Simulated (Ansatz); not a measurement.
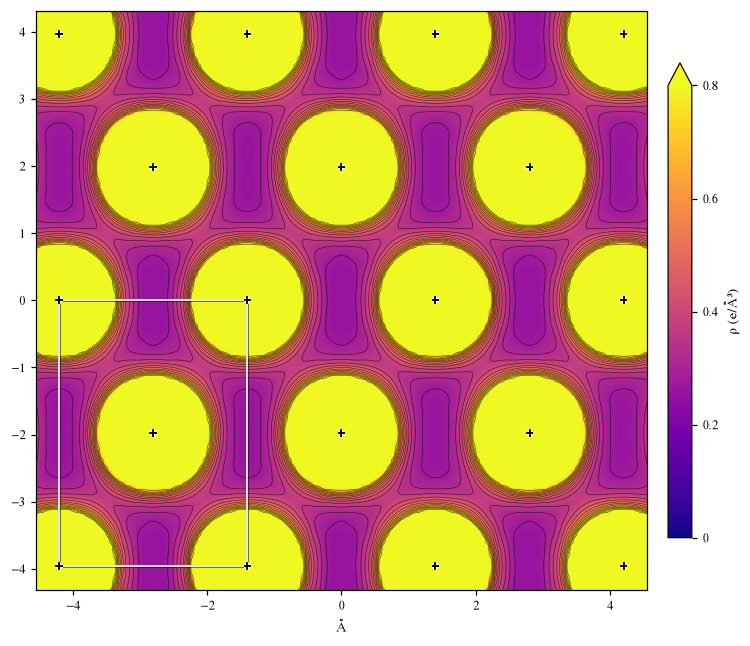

The valence electron density on a plane through atoms (crosses mark nuclei in the plane).

The calculation used DFT PBEsol, scalar-relativistic, plane waves, PAW in Ansatz.

Candidates:
A. Hf, a = 3.16 Å, b = 3.16 Å, c = 5.00 Å, α = 90.00°, β = 90.00°, γ = 120.00°. Space group P6₃/mmc.
B. FeCo, a = 2.80 Å, b = 2.80 Å, c = 2.80 Å, α = 90.00°, β = 90.00°, γ = 90.00°. Space group Pm-3m; spin-polarised.

Which system is this?

Candidate B: FeCo on the (11̄0) plane of the conventional cell, which holds Fe and Co. Fe–Co (2.43 Å): the density is about 0.37 e/Å³ at the midpoint.
